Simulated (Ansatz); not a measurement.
## Electronic structure of HC7 (slab) in real space

The calculation's input:

```
crystal:
  lattice:
    - [2.4656258772, 0.0, 0.0]
    - [-1.2328129386, 2.1341717661, 0.0]
    - [0.0, 0.0, 26.8842702874]
  atoms:
    - { symbol: C, position: [0.6666996623, 0.3333993245, 0.3161700098] }
    - { symbol: C, position: [0.3333003378, 0.6666006755, 0.3161700098] }
    - { symbol: C, position: [0.1666996622, 0.3333993245, 0.4423454688] }
    - { symbol: C, position: [0.8333003378, 0.6666006755, 0.4423454688] }
    - { symbol: C, position: [0.6666996623, 0.3333993245, 0.5685209278] }
    - { symbol: C, position: [0.3333003378, 0.6666006755, 0.5685209278] }
    - { symbol: C, position: [1.0, 1.0, 0.5886070225], spin: 1.0 }
    - { symbol: H, position: [1.0, 1.0, 0.6295231414] }
basis:
  ecutwfc: 420
kpoints:
  mp_grid: { grid: [12, 12, 1] }
hamiltonian:
  xc: pbe
  dispersion: d3bj
scf:
  occupations: { method: gaussian, width: 0.05 }
output:
  forces: true
  eigenvalues: true
  populations: true
  write_density: true
  write_potential: true
  elf: true
  volumetric_format: npy
magnetization:
  spin_polarized: true
relax:
  adjacent_minimum: "off"
  f_tol: 0.03
  max_steps: 70
  constraints: [{ sites: [0, 1] }]
efield:
  axis: 3
  dipole_correction: true
  ramp_width: 0.04
```

Launched as:

```sh
ansatz run input.yaml --threads 1 --pin off --max-ram 2560MiB --backend cpu --events-out ev --progress --plain --runs-dir out
```

The fields are those of the run's last geometry, not of the input's.

The SCF solution may not be the lowest one; the program warned that a starting moment wasn't kept; spin-polarised, but the moments vanished.

Computed with DFT PBE+D3(BJ), scalar-relativistic, plane waves, PAW in Ansatz.

In a PAW calculation such maps are meaningful between the atoms, not at the nuclei.

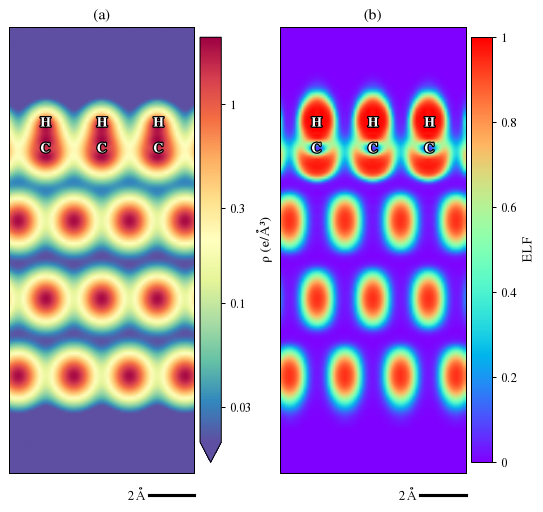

Figure 1. (a) valence pseudo-density; (b) ELF on the (010) plane of the calculation cell, a cut from vacuum to vacuum.

What do the fields say about this system?

Answer. Atoms in the plane: C and H. Atoms just off the plane (C, 0.7 Å away) can leave unmarked features too. C–H (1.12 Å): ρ at the midpoint is about 2 e/Å³; the ELF is about 1 at the midpoint (an ordinary covalent bond to hydrogen). The density dies away to nearly zero in the vacuum.

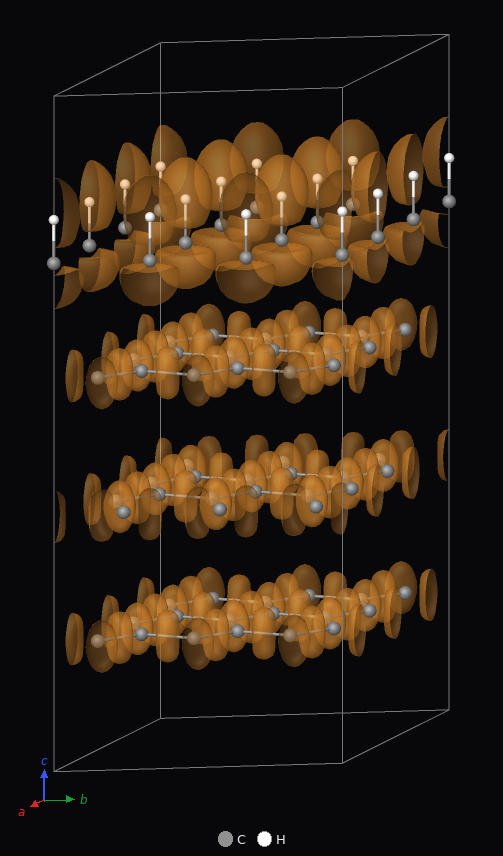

Figure 2. Isosurface of the electron localisation function at 0.8 (orange), seen slightly off an axis. Only the valence region is drawn (cores and ρ < 0.01 e/Å³ removed). Sticks mark near contacts.

Describe the localisation domains.

Answer. The surface consists of nine regions between bonded C–C atoms, one region around a hydrogen nucleus and one lobe on C, pointing away from the bonds (lone pairs), counted in one cell of 8 atoms. Counts are for one cell; the picture repeats the cell along the surface. Along the contacts the grid gives the following. C–C (1.42 Å): the ELF peaks at about 0.95 between the atoms.
